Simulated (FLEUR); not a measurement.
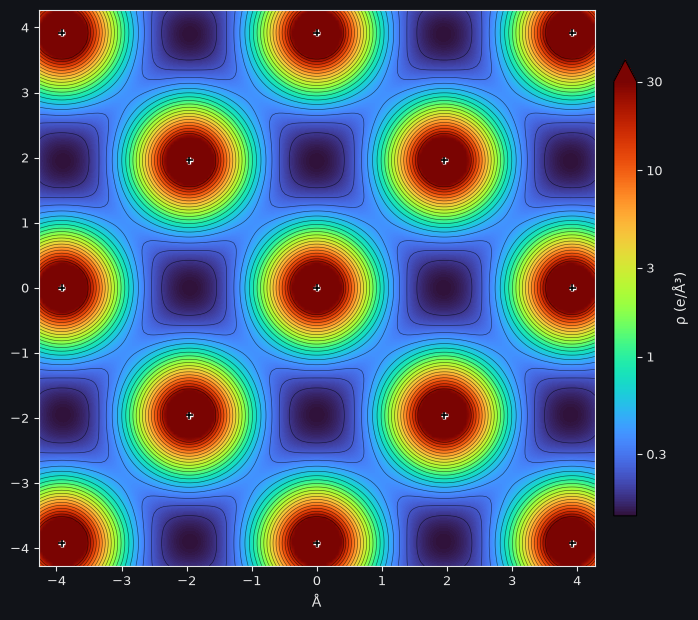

The electron density on a plane through atoms (crosses mark nuclei in the plane).

The calculation used Kohn-Sham DFT of a periodic cell, PBEsol, all-electron in FLEUR MaX-R8.1 (later development tree).

Candidates:
A. Ni, a = 2.41 Å, b = 2.41 Å, c = 4.00 Å, α = 90.00°, β = 90.00°, γ = 120.00°. Space group P6₃/mmc; a structure from a database of computed crystals, not necessarily the ambient phase; spin-polarised.
B. HfN, a = 3.13 Å, b = 3.13 Å, c = 5.42 Å, α = 90.00°, β = 90.00°, γ = 120.00°. Space group P6₃/mmc; a structure from a database of computed crystals, not necessarily the ambient phase.
C. Pt, a = 3.92 Å, b = 3.92 Å, c = 3.92 Å, α = 90.00°, β = 90.00°, γ = 90.00°. Space group Fm-3m.

Which candidate gave the map?

Answer. Candidate C: Pt on the (001) plane of the conventional cell, which holds Pt. Pt–Pt (2.77 Å): ρ at the midpoint is about 0.38 e/Å³.
